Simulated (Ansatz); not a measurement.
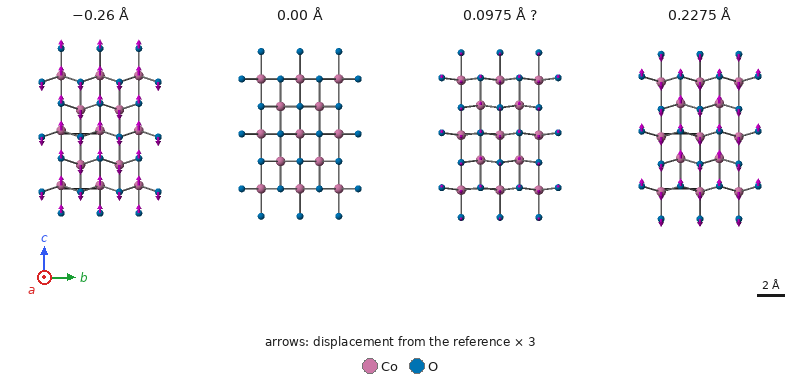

A scan of solid CoO (Fm-3m): a normal mode of wave vector (0, 1/2, 1/2) of the primitive cell, folded into a doubled cell, is frozen in with the cell fixed, the amplitude being the largest displacement of an atom. The picture is a ball-and-stick view of the cell of the calculation, repeated 2 × 2 × 2 with one cell outlined, seen along the a axis. Purple arrows: displacements from the reference.

Method: Ansatz 0.2.0, DFT PBEsol, scalar-relativistic, plane waves, PAW. Set-up: plane-wave cutoff 420 eV; k-point mesh 20 × 20 × 14; occupations gaussian; smearing width 0.15 eV; collinear spin. Energies (free energies at the smearing named) are counted from the relaxed crystal.

| largest displacement (Å) | energy change (meV/cell) |
| --- | --- |
| −0.2600 | 270.1 |
| −0.1300 | −20.4 |
| 0.0000 | 0.0 |
| 0.0325 | −3.9 |
| 0.0650 | −13.3 |
| 0.0975 | ? |
| 0.1625 | 3.4 |
| 0.1950 | 56.5 |
| 0.2275 | 144.5 |

> One row is withheld. What is its energy?

A straight line between the two neighbours gives −7.7 meV/cell. A cubic through the four nearest rows (0.0325, 0.0650, 0.1625, 0.1950) gives, with Lagrange weights, (−0.3000)(−3.9) + (1.0000)(−13.3) + (0.5000)(3.4) + (−0.2000)(56.5) = −21.7 meV/cell. The calculation gives −22.4 meV/cell, so the cubic is 0.7 meV/cell too high and the straight line 14.7 meV/cell too high, as the curve bends upwards here.

The whole profile:

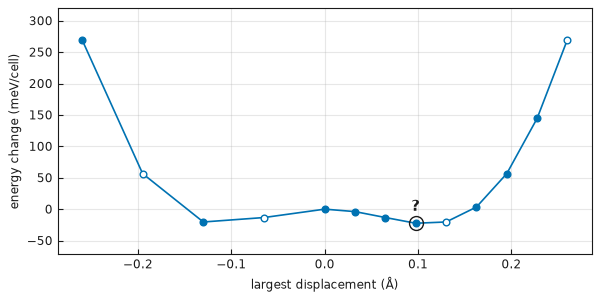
